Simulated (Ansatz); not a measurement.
**CaO: densities and their changes**

Space group P6_3/mmc. The cell comes from a database of computed structures, not from a measurement.

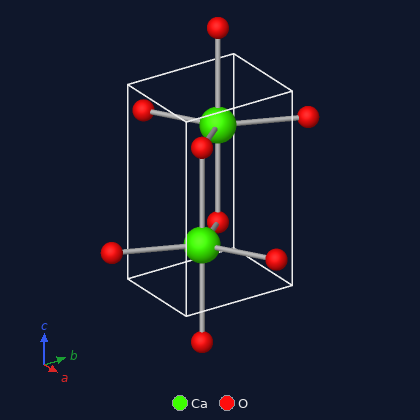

The conventional cell.

Input

```
crystal:
  lattice:
    - [3.9919758245, 0.0, 0.0]
    - [-1.9959879122, 3.4571524753, 0.0]
    - [0.0, 0.0, 4.78484001]
  atoms:
    - { symbol: Ca, position: [0.33333333, 0.66666667, 0.75] }
    - { symbol: Ca, position: [0.66666667, 0.33333333, 0.25] }
    - { symbol: O, position: [0.33333333, 0.66666667, 0.25] }
    - { symbol: O, position: [0.66666667, 0.33333333, 0.75] }
basis:
  ecutwfc: 420
  fft_grid_basis: typed
kpoints:
  mp_grid: { grid: [9, 9, 6] }
hamiltonian:
  xc: pbe
  pseudopotentials: { kind: paw }
scf:
  occupations: { method: gaussian, width: 0.05 }
output:
  forces: true
  stress: true
  eigenvalues: true
  bader: true
  write_density: true
  volumetric_format: npy
  elf: true
```

Launched as:

```sh
ansatz run input.yaml --threads 1 --pin off --max-ram 2560MiB --backend cpu --events-out ev --progress --plain --runs-dir out
```

The picture shows the conventional cell (a = 3.99 Å, b = 3.99 Å, c = 4.78 Å, α = 90.00°, β = 90.00°, γ = 120.00°).

Computed with Ansatz, DFT PBE, scalar-relativistic, plane waves, PAW.

Core electrons are frozen (PAW), so the maps are meaningful between the atoms, not at the nuclei.

Part 1: Bonding charge

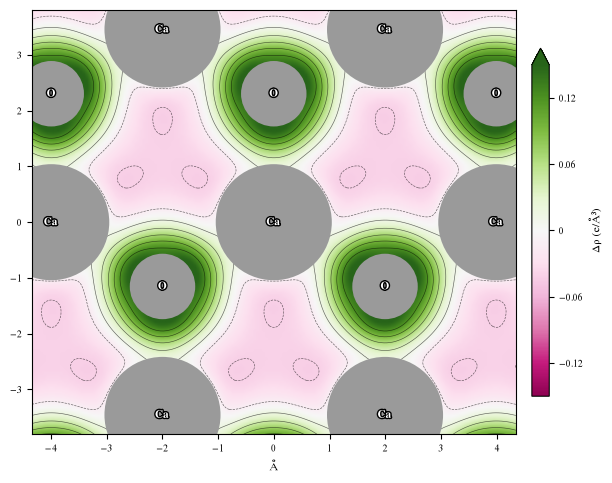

Deformation density (self-consistent density less superposed neutral spherical atoms): a map on the (001) plane of the conventional cell, with grey discs over the atomic cores. Cores are masked to 1.0 Å (Ca) and 0.6 Å (O).

Where does charge go when the atoms form this crystal?

Answer. Ca–O (2.30 Å): Δρ is +0.04 e/Å³ at the midpoint (close to a masked core, so read it with care).
Ca–Ca (3.32 Å): Δρ is −0.03 e/Å³ at the midpoint (this contact isn't in the plane drawn).
Over the whole cell, outside the masked cores, the largest gain lies at the edge of the masked core of O, and the largest loss, 0.05 e/Å³, lies 1.6 Å from a calcium nucleus and 2.1 Å from an oxygen one.
In all about 0.31 e an atom is rearranged against the free atoms.
Bader charges: Ca +1.48 and O −1.48 e.

Part 2: Change of volume

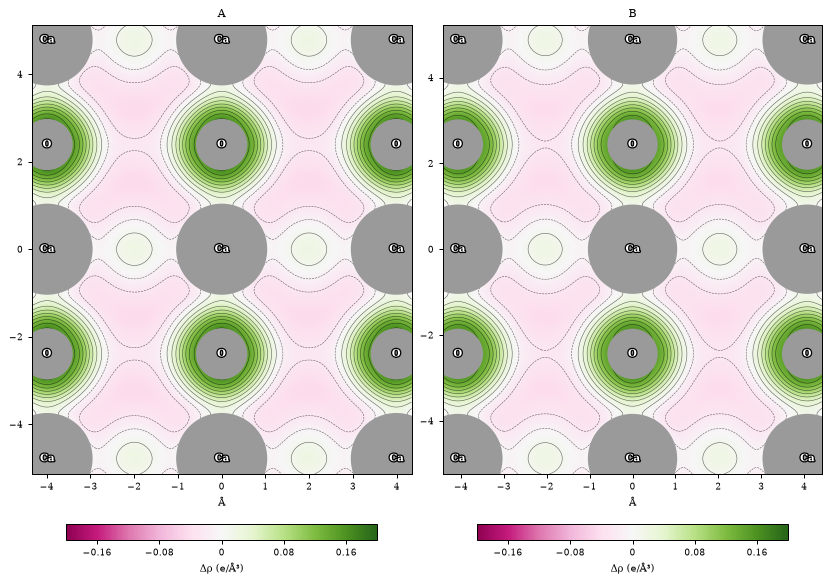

CaO: deformation density on the (100) plane of the conventional cell at two volumes, with the same fractional coordinates and one colour scale. Grey discs cover the cores. Panel B has 106 % of the volume of panel A.

What changes between the database cell and the scaled one?

Answer. The pressure is 1.0 GPa in A and −3.7 GPa in B.
Bader charges in A: Ca +1.48 and O −1.48 e; in B: Ca +1.50 and O −1.50 e.
The rearranged charge is 0.31 e an atom in A and 0.31 e in B.

Part 3: Holes and electrons

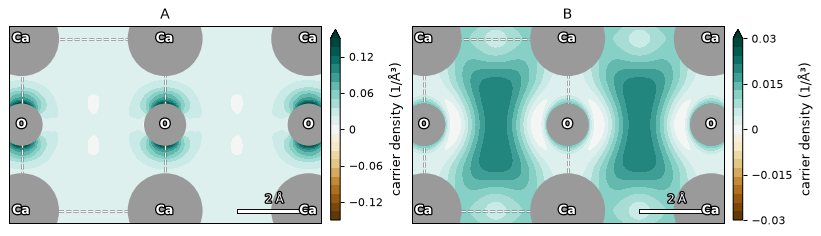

CaO, doped once with holes and once with electrons (0.2 e in the calculation's cell of 4 atoms, uniform background, atoms fixed). Each panel shows the carrier's density (positive where it sits) on the (100) plane of the conventional cell; grey discs cover the cores. Cores are masked to 1.0 Å (Ca) and 0.6 Å (O).

Which panel shows the hole and which the electron?

Answer. A is the hole: outside the cores it is densest at the edge of the masked core of O; it divides as O about 75 % and Ca about 25 %. B is the electron: outside the cores it is densest 2.6 Å from a calcium nucleus and 2.6 Å from an oxygen one; it divides as O about 65 % and Ca about 35 %. Shares are sums over atomic cells sized by the Bader volumes, which fill 40 % (Ca) and 60 % (O) of the cell, so only an excess over these marks a preference; they are shares of the net change, screening included, and the band-edge orbitals themselves can be more concentrated.

Part 4: Putting it together

Charge passes from Ca (Pauling electronegativity 1.00) to O (3.44), the direction that the scale predicts; the Bader charges fall short of whole formal charges, as they usually do. The two pressures give a mean stiffness −ΔP/Δln V of about 80 GPa over this range, with the atoms held at their fractional positions.

Run times: 30 s (base cell), 30 s (scaled cell), 29 s (hole) and 30 s (electron), on 1 thread of Arm Neoverse N1, on a shared host.
